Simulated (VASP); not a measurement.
## Geometry relaxation, with input and output: Sr4Ti4HO11 (part 6 of 6)

The same run, continued: Sr4Ti4HO11 (defect cell, 20 atoms in the cell); Kohn-Sham DFT of a periodic cell, PBE, VASP PAW PBE potentials, recommended, no spin polarisation (VASP 6.6.1); cutoff 450 eV, 3×3×3 k-mesh, Gaussian smearing of 0.01 eV. The structure derives from an entry of the Crystallography Open Database.

Geometry of the input (Å; fractional positions):
```
-3.9402  3.9402  3.9402
3.9402  -3.9402  3.9402
3.9402  3.9402  -3.9402
Sr 0.5000  0.5000  0.5000
Sr 0.0000  0.0000  0.5000
Sr 0.0000  0.5000  0.0000
Sr 0.5000  -0.0000  -0.0000
Ti 0.9966  0.9964  0.0054
Ti 0.5000  0.5000  0.0000
Ti 0.5000  0.0000  0.5000
Ti 0.9971  0.5026  0.4989
H  0.9967  0.2447  0.2441
O  0.5000  0.7500  0.2500
O  0.5000  0.2500  0.7500
O  0.0000  0.7500  0.7500
O  0.2500  0.0000  0.2500
O  0.7500  0.5000  0.2500
O  0.7500  0.0000  0.7500
O  0.2500  0.5000  0.7500
O  0.2500  0.2500  0.0000
O  0.7500  0.7500  0.0000
O  0.7500  0.2500  0.5000
O  0.2500  0.7500  0.5000
```

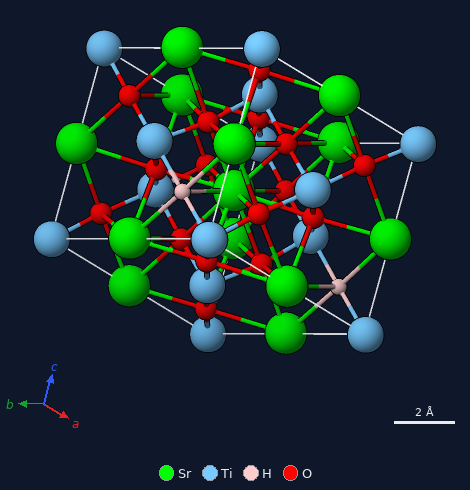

Fig. 1: The geometry at step 24 of the log (ball-and-stick view of the cell of the calculation, seen at an oblique angle).

**Parts of OUTCAR, continued**
```
 k-point     5 :       0.3333    0.0000   -0.3333
  band No.  band energies     occupation
      1     -52.8046      2.00000
      2     -52.8032      2.00000
      3     -52.7612      2.00000
      4     -52.7486      2.00000
      5     -29.1194      2.00000
      6     -29.0938      2.00000
      7     -29.0848      2.00000
      8     -29.0829      2.00000
      9     -29.0773      2.00000
     10     -29.0722      2.00000
     11     -29.0638      2.00000
     12     -29.0557      2.00000
     13     -29.0262      2.00000
     14     -29.0133      2.00000
     15     -29.0041      2.00000
     16     -28.9971      2.00000
     17     -28.9062      2.00000
     18     -28.8977      2.00000
     19     -28.8941      2.00000
     20     -28.8911      2.00000
     21     -13.5512      2.00000
     22     -13.3469      2.00000
     23     -13.2188      2.00000
     24     -12.9782      2.00000
     25     -12.8653      2.00000
     26     -12.6409      2.00000
     27     -12.6115      2.00000
     28     -12.5834      2.00000
     29     -12.5613      2.00000
     30     -12.5020      2.00000
     31     -12.4634      2.00000
     32     -10.9812      2.00000
     33     -10.9696      2.00000
     34     -10.9460      2.00000
     35     -10.9176      2.00000
     36     -10.8731      2.00000
     37     -10.8256      2.00000
     38     -10.7232      2.00000
     39     -10.6732      2.00000
     40     -10.6527      2.00000
     41     -10.6456      2.00000
     42     -10.6288      2.00000
     43     -10.5700      2.00000
     44      -0.6398      2.00000
     45      -0.4844      2.00000
     46      -0.3131      2.00000
     47      -0.2833      2.00000
     48      -0.2263      2.00000
     49      -0.1608      2.00000
     50      -0.0062      2.00000
     51       0.0669      2.00000
     52       0.1547      2.00000
     53       0.5650      2.00000
     54       0.6218      2.00000
     55       0.6690      2.00000
     56       0.7008      2.00000
     57       0.8523      2.00000
     58       0.9408      2.00000
     59       1.0153      2.00000
     60       1.1175      2.00000
     61       1.2330      2.00000
     62       1.3886      2.00000
     63       1.4270      2.00000
     64       1.8855      2.00000
     65       2.0183      2.00000
     66       2.1495      2.00000
     67       2.2839      2.00000
     68       2.3938      2.00000
     69       2.4878      2.00000
     70       2.6444      2.00000
     71       2.7114      2.00000
     72       2.7241      2.00000
     73       2.8436      2.00000
     74       2.8856      2.00000
     75       3.1729      2.00000
     76       3.3534      2.00000
     77       3.4642      2.00000
     78       6.0629      0.00000
     79       6.2909      0.00000
     80       6.3375      0.00000
     81       6.8854      0.00000
     82       6.9538      0.00000
     83       7.0939      0.00000
     84       7.2509      0.00000
     85       7.4165      0.00000
     86       7.4700      0.00000
     87       7.5781      0.00000
     88       7.6576      0.00000
     89       7.7368      0.00000

 [... the levels of 8 k-points are left out ...]

 k-point    14 :       0.3333    0.3333   -0.3333
  band No.  band energies     occupation
      1     -52.8048      2.00000
      2     -52.8030      2.00000
      3     -52.7613      2.00000
      4     -52.7486      2.00000
      5     -29.1439      2.00000
      6     -29.1124      2.00000
      7     -29.1071      2.00000
      8     -29.1052      2.00000
      9     -29.0721      2.00000
     10     -29.0644      2.00000
     11     -29.0533      2.00000
     12     -29.0405      2.00000
     13     -29.0224      2.00000
     14     -29.0118      2.00000
     15     -29.0051      2.00000
     16     -28.9968      2.00000
     17     -28.8956      2.00000
     18     -28.8858      2.00000
     19     -28.8833      2.00000
     20     -28.8766      2.00000
     21     -13.6190      2.00000
     22     -13.5818      2.00000
     23     -13.5669      2.00000
     24     -12.8838      2.00000
     25     -12.5351      2.00000
     26     -12.5335      2.00000
     27     -12.5045      2.00000
     28     -12.4775      2.00000
     29     -12.4574      2.00000
     30     -12.4226      2.00000
     31     -12.3754      2.00000
     32     -11.1037      2.00000
     33     -11.0807      2.00000
     34     -10.9658      2.00000
     35     -10.9177      2.00000
     36     -10.8888      2.00000
     37     -10.8693      2.00000
     38     -10.8435      2.00000
     39     -10.8240      2.00000
     40     -10.7887      2.00000
     41     -10.6188      2.00000
     42     -10.4651      2.00000
     43     -10.4345      2.00000
     44      -0.5930      2.00000
     45      -0.4956      2.00000
     46      -0.2939      2.00000
     47      -0.1434      2.00000
     48      -0.0992      2.00000
     49      -0.0288      2.00000
     50       0.0299      2.00000
     51       0.1061      2.00000
     52       0.2981      2.00000
     53       0.3609      2.00000
     54       0.4266      2.00000
     55       0.7374      2.00000
     56       0.9068      2.00000
     57       0.9877      2.00000
     58       1.0396      2.00000
     59       1.0888      2.00000
     60       1.1121      2.00000
     61       1.1985      2.00000
     62       1.4011      2.00000
     63       1.5683      2.00000
     64       1.6914      2.00000
     65       1.7854      2.00000
     66       1.9269      2.00000
     67       2.1512      2.00000
     68       2.2540      2.00000
     69       2.4206      2.00000
     70       2.4932      2.00000
     71       2.5841      2.00000
     72       2.7049      2.00000
     73       2.7367      2.00000
     74       2.8598      2.00000
     75       3.3443      2.00000
     76       3.3737      2.00000
     77       3.4520      2.00000
     78       5.8711      0.00000
     79       6.2714      0.00000
     80       6.3780      0.00000
     81       6.9766      0.00000
     82       7.0213      0.00000
     83       7.0620      0.00000
     84       7.1501      0.00000
     85       7.3840      0.00000
     86       7.5154      0.00000
     87       7.7435      0.00000
     88       7.8801      0.00000
     89       7.9253      0.00000
 [bands above 89 left out]

------------------------ aborting loop because EDIFF is reached ----------------------------------------

  FORCE on cell =-STRESS in cart. coord.  units (eV):
  Direction    XX          YY          ZZ          XY          YZ          ZX
  --------------------------------------------------------------------------------------
  -------------------------------------------------------------------------------------
  Total       -9.9236635     -9.6786681     -9.3426733      0.1624669     -0.2513785     -0.2246893
  in kB      -64.9779743    -63.3737983    -61.1737776      1.0637978     -1.6459713     -1.4712160
  external PRESSURE =     -63.1751834 kB  Pullay stress =       0.0000000 kB

 VOLUME and BASIS-vectors are now :
 -----------------------------------------------------------------------------
  energy-cutoff  :      450.00
  volume of cell :      244.69
      direct lattice vectors                 reciprocal lattice vectors
    -3.940205000  3.940205000  3.940205000     0.000000000  0.126896951  0.126896951
     3.940205000 -3.940205000  3.940205000     0.126896951  0.000000000  0.126896951
     3.940205000  3.940205000 -3.940205000     0.126896951  0.126896951  0.000000000

 POSITION                                       TOTAL-FORCE (eV/Angst)
 -----------------------------------------------------------------------------------
      1.99255      1.98677      1.92755        -0.014698      0.011254     -0.003048
     -1.94787      5.91898      1.95208        -0.014756      0.011338     -0.003688
     -1.94919      2.00143      5.86995        -0.017886      0.004990      0.004117
      1.99189     -1.93474      5.88431        -0.017782      0.002527     -0.011882
      3.86871      3.97752      3.89338         0.016789      0.012106      0.002542
      0.05273      0.04795      3.88360         0.002287     -0.008032      0.002434
      3.99396      0.04626      3.88465        -0.005948      0.008295      0.000336
      0.06797      3.97874      3.89288         0.014684      0.007282      0.014913
      1.95414     -0.01898      0.02237         0.021378     -0.003126      0.000261
      1.94912     -0.02027      3.95805        -0.011267     -0.001100      0.003853
      1.94916      3.91599      0.02526        -0.009543     -0.000020     -0.002858
      1.95863      3.92542      3.94824         0.017814     -0.008013      0.004410
      0.05853      1.91735      0.02665         0.002003      0.001509      0.003217
     -0.08420      1.96639      3.96302         0.006082     -0.005224     -0.005766
      0.05706      5.90956      0.02319        -0.006643     -0.007086      0.003155
      3.85222      1.91953      0.02485         0.005085     -0.005483     -0.004739
      0.05158     -0.02473      1.97118        -0.001597     -0.007150     -0.003388
      0.06331     -0.02402      5.96177         0.003609     -0.009935     -0.003513
     -0.09414      3.91812      2.01917         0.007474     -0.004448      0.003825
      3.86168     -0.02466      1.97412         0.002914      0.000316     -0.004181
 -----------------------------------------------------------------------------------
    total drift:                                0.018453      0.050434     -0.011208

  FREE ENERGIE OF THE ION-ELECTRON SYSTEM (eV)
  ---------------------------------------------------
  free  energy   TOTEN  =      -160.6789867190 eV

  energy  without entropy=     -160.6789867190  energy(sigma->0) =     -160.67898672

 reached required accuracy - stopping structural energy minimisation
```

**CONTCAR**
```
Sr4Ti4HO11
   1.00000000000000
    -3.9402050000000002    3.9402050000000002    3.9402050000000002
     3.9402050000000002   -3.9402050000000002    3.9402050000000002
     3.9402050000000002    3.9402050000000002   -3.9402050000000002
  Sr              Ti              H               O
     4     4     1    11
Direct
     0.4967149583874937    0.4974488707078016    0.5049641371219604
     0.9988145136804586    0.0005350822347852    0.5039225802853676
     0.9988541621040690    0.4975332554411636    0.0066286377915609
     0.5011891193822566    0.9994661360309134    0.0072530380839100
     0.9987932423976142    0.9849855233943837    0.9956638639932135
     0.4989017617744833    0.4995081799416121    0.0127752429997701
     0.4988203588059926    0.9997714562114928    0.5126917342083995
     0.9988845562654619    0.5026189898785308    0.5135149564646956
     0.0004301487594049    0.2508135734141292    0.2455658579491119
     0.4996925893410485    0.7496027094270508    0.2447658741730300
     0.5001318792049939    0.2505470464301259    0.7442693426851232
     0.9991440979237212    0.7495641888533909    0.7466688664481469
     0.2466876956324683    0.0108089642539610    0.2507322868381919
     0.7524237475971682    0.4922098892284359    0.2388434502082426
     0.7528487648819518    0.0101833813337556    0.7571456228099306
     0.2467353791255019    0.4919880168575194    0.7324177636008845
     0.2469986443520910    0.2566824148288855    0.0034071993456110
     0.7534819435091242    0.7645646246116909    0.0049854374211290
     0.7534241728222849    0.2442800908868516    0.4852507503878889
     0.2473806040524138    0.7405451660335231    0.4869051671838335

  0.00000000E+00  0.00000000E+00  0.00000000E+00
  0.00000000E+00  0.00000000E+00  0.00000000E+00
  0.00000000E+00  0.00000000E+00  0.00000000E+00
  0.00000000E+00  0.00000000E+00  0.00000000E+00
  0.00000000E+00  0.00000000E+00  0.00000000E+00
  0.00000000E+00  0.00000000E+00  0.00000000E+00
  0.00000000E+00  0.00000000E+00  0.00000000E+00
  0.00000000E+00  0.00000000E+00  0.00000000E+00
  0.00000000E+00  0.00000000E+00  0.00000000E+00
  0.00000000E+00  0.00000000E+00  0.00000000E+00
  0.00000000E+00  0.00000000E+00  0.00000000E+00
  0.00000000E+00  0.00000000E+00  0.00000000E+00
  0.00000000E+00  0.00000000E+00  0.00000000E+00
  0.00000000E+00  0.00000000E+00  0.00000000E+00
  0.00000000E+00  0.00000000E+00  0.00000000E+00
  0.00000000E+00  0.00000000E+00  0.00000000E+00
  0.00000000E+00  0.00000000E+00  0.00000000E+00
  0.00000000E+00  0.00000000E+00  0.00000000E+00
  0.00000000E+00  0.00000000E+00  0.00000000E+00
  0.00000000E+00  0.00000000E+00  0.00000000E+00
```

**Trajectory as extended XYZ (Å, eV, eV/Å), 5 of the 50 frames kept, from step=0 to step=49**
```
20
Lattice="-3.9402 3.9402 3.9402 3.9402 -3.9402 3.9402 3.9402 3.9402 -3.9402" Properties=species:S:1:pos:R:3:forces:R:3 step=0 energy=-160.23684
Sr    1.9701    1.9701    1.9701    0.0163   0.2434   0.3137
Sr    1.9701    1.9701   -1.9701    0.2613   0.4531  -0.3766
Sr    1.9701   -1.9701    1.9701   -0.2126  -0.2491   0.3256
Sr   -1.9701    1.9701    1.9701    0.0323  -0.4596  -0.3893
Ti    0.0203    0.0221    7.8317   -2.6235  -0.3519   0.7409
Ti    0.0000    0.0000    3.9402   -0.0004  -0.3769  -0.7062
Ti    0.0000    3.9402    0.0000   -0.0002   0.3319   0.0526
Ti    0.0174    3.9139    3.9433    2.3748   0.4153  -0.0689
H    -2.0012    3.9249    3.9293    0.2494   0.0267  -0.0051
O     1.9701    0.0000    3.9402   -0.0039   0.0038   0.0661
O     1.9701    3.9402    0.0000   -0.0028   0.0032   0.0622
O     5.9103    0.0000    0.0000   -0.1330  -0.0167  -0.0776
O     0.0000    1.9701    0.0000    0.5567  -0.7916  -0.0837
O     0.0000    1.9701    3.9402   -0.5282   0.7132   0.0754
O     0.0000    5.9103    0.0000    0.5333   0.7330  -0.0825
O     3.9402    1.9701    0.0000   -0.5389  -0.6799   0.0766
O     0.0000    0.0000    1.9701    0.5434   0.0746  -0.6699
O     0.0000    0.0000    5.9103    0.5439   0.0739   0.7552
O     0.0000    3.9402    1.9701   -0.5279  -0.0728   0.7108
O     3.9402    0.0000    1.9701   -0.5398  -0.0735  -0.7193
20
Lattice="-3.9402 3.9402 3.9402 3.9402 -3.9402 3.9402 3.9402 3.9402 -3.9402" Properties=species:S:1:pos:R:3:forces:R:3 step=12 energy=-160.65933
Sr    1.9715    1.9595    1.9511    0.0007   0.0048  -0.0103
Sr   -1.9700    5.8980    1.9724    0.0033   0.0010  -0.0060
Sr   -1.9675    1.9797    5.8906   -0.0064  -0.0019  -0.0031
Sr   -1.9686    1.9813    1.9729   -0.0034   0.0010  -0.0125
Ti    3.8709    3.9491    3.9176   -0.0058  -0.0018  -0.0077
Ti    3.9426    3.9295   -0.0268    0.0049  -0.0182  -0.0238
Ti    3.9425    0.0113    3.9354    0.0077   0.0034  -0.0204
Ti    0.0695    3.9307    3.9352    0.0059   0.0240  -0.0299
H    -1.9679    3.9349    3.9374   -0.0173   0.0061   0.0100
O     1.9701   -0.0028    3.9450   -0.0169   0.0018   0.0048
O     1.9694    3.9404    0.0037   -0.0022  -0.0006   0.0041
O     5.9084   -0.0009    0.0019    0.0281   0.0001   0.0072
O     0.0736    1.9414    0.0043   -0.0034  -0.0042   0.0016
O    -0.0717    1.9950    3.9417    0.0015   0.0123   0.0078
O     0.0694    5.9311    0.0043   -0.0020  -0.0021   0.0023
O     3.8675    1.9481    0.0015    0.0024  -0.0192   0.0085
O     0.0708   -0.0022    1.9522    0.0008   0.0027   0.0201
O     0.0719   -0.0021    5.9417   -0.0036   0.0026   0.0116
O    -0.0713    3.9406    1.9951    0.0015  -0.0055   0.0400
O     3.8667    0.0006    1.9487    0.0042  -0.0063  -0.0044
20
Lattice="-3.9402 3.9402 3.9402 3.9402 -3.9402 3.9402 3.9402 3.9402 -3.9402" Properties=species:S:1:pos:R:3:forces:R:3 step=24 energy=-160.66630
Sr    1.9682    1.9629    1.9332    0.0305   0.0141  -0.0461
Sr    1.9626    1.9542    5.8995    0.0708   0.0012  -0.0376
Sr   -1.9667    1.9805    5.8735   -0.0024  -0.0143  -0.0267
Sr    1.9686   -1.9517    5.8998    0.0389   0.0011  -0.0598
Ti    3.8799    3.9523    3.8899   -0.0369   0.0024   0.0247
Ti    0.0139   -0.0064    3.8771    0.0109  -0.0345   0.0114
Ti    3.9541    0.0152    3.8806    0.0162   0.0063   0.0613
Ti    0.0813    3.9339    3.8945   -0.1122   0.0708  -0.0520
H     1.9569    0.0066    0.0177    0.0567  -0.0256   0.0049
O     1.9611   -0.0063    3.9611    0.0233   0.0166   0.0244
O     1.9605    3.9357    0.0154    0.0492   0.0044   0.0166
O     5.9137    0.0000    0.0175   -0.0664  -0.0183   0.0030
O     0.0757    1.9395    0.0180   -0.0362  -0.0303   0.0335
O    -0.0770    1.9924    3.9586    0.0195  -0.0021   0.0401
O     0.0748    5.9291    0.0186   -0.0401   0.0046   0.0238
O     3.8632    1.9425    0.0194    0.0195  -0.0011   0.0367
O     0.0768   -0.0046    1.9723   -0.0400   0.0027  -0.0012
O     0.0759   -0.0048    5.9615   -0.0196   0.0028  -0.0071
O    -0.0788    3.9360    2.0227    0.0118  -0.0039   0.0011
O     3.8637   -0.0048    1.9756    0.0065   0.0029  -0.0508
20
Lattice="-3.9402 3.9402 3.9402 3.9402 -3.9402 3.9402 3.9402 3.9402 -3.9402" Properties=species:S:1:pos:R:3:forces:R:3 step=37 energy=-160.67381
Sr    1.9808    1.9737    1.9244    0.0143   0.0136  -0.0031
Sr    1.9832    1.9664    5.8811    0.0058  -0.0140   0.0356
Sr   -1.9614    1.9837    5.8656    0.0151   0.0072   0.0057
Sr    1.9823   -1.9507    5.8770    0.0072   0.0344   0.0251
Ti    3.8731    3.9592    3.8918   -0.0056   0.0200  -0.0435
Ti    0.0407    0.0181    3.8793    0.0186   0.0026   0.0106
Ti    3.9801    0.0252    3.8825    0.0310   0.0127   0.0224
Ti    0.0732    3.9529    3.8943   -0.0673   0.0512  -0.0732
H     1.9684   -0.0116    0.0208   -0.0378   0.0054   0.0090
O     1.9513   -0.0066    3.9641   -0.0048  -0.0139  -0.0104
O     1.9497    3.9299    0.0252    0.0263  -0.0090  -0.0090
O     5.9021   -0.0099    0.0133    0.0310   0.0012   0.0066
O     0.0575    1.9303    0.0297    0.0031  -0.0054   0.0006
O    -0.0775    1.9792    3.9650   -0.0118   0.0323   0.0015
O     0.0570    5.9248    0.0278    0.0045  -0.0279  -0.0026
O     3.8646    1.9368    0.0268   -0.0146  -0.0635   0.0028
O     0.0578   -0.0124    1.9723    0.0019  -0.0025   0.0272
O     0.0666   -0.0105    5.9655   -0.0031  -0.0082  -0.0135
O    -0.0848    3.9320    2.0205   -0.0065  -0.0157   0.0615
O     3.8637   -0.0085    1.9792   -0.0072  -0.0205  -0.0531
20
Lattice="-3.9402 3.9402 3.9402 3.9402 -3.9402 3.9402 3.9402 3.9402 -3.9402" Properties=species:S:1:pos:R:3:forces:R:3 step=49 energy=-160.67899
Sr    1.9926    1.9868    1.9275   -0.0147   0.0113  -0.0030
Sr   -1.9479    5.9190    1.9521   -0.0148   0.0113  -0.0037
Sr   -1.9492    2.0014    5.8700   -0.0179   0.0050   0.0041
Sr    1.9919   -1.9347    5.8843   -0.0178   0.0025  -0.0119
Ti    3.8687    3.9775    3.8934    0.0168   0.0121   0.0025
Ti    0.0527    0.0479    3.8836    0.0023  -0.0080   0.0024
Ti    3.9940    0.0463    3.8846   -0.0059   0.0083   0.0003
Ti    0.0680    3.9787    3.8929    0.0147   0.0073   0.0149
H     1.9541   -0.0190    0.0224    0.0214  -0.0031   0.0003
O     1.9491   -0.0203    3.9581   -0.0113  -0.0011   0.0039
O     1.9492    3.9160    0.0253   -0.0095   0.0000  -0.0029
O     1.9586    3.9254    3.9482    0.0178  -0.0080   0.0044
O     0.0585    1.9173    0.0267    0.0020   0.0015   0.0032
O    -0.0842    1.9664    3.9630    0.0061  -0.0052  -0.0058
O     0.0571    5.9096    0.0232   -0.0066  -0.0071   0.0032
O     3.8522    1.9195    0.0248    0.0051  -0.0055  -0.0047
O     0.0516   -0.0247    1.9712   -0.0016  -0.0072  -0.0034
O     0.0633   -0.0240    5.9618    0.0036  -0.0099  -0.0035
O    -0.0941    3.9181    2.0192    0.0075  -0.0044   0.0038
O     3.8617   -0.0247    1.9741    0.0029   0.0003  -0.0042
```
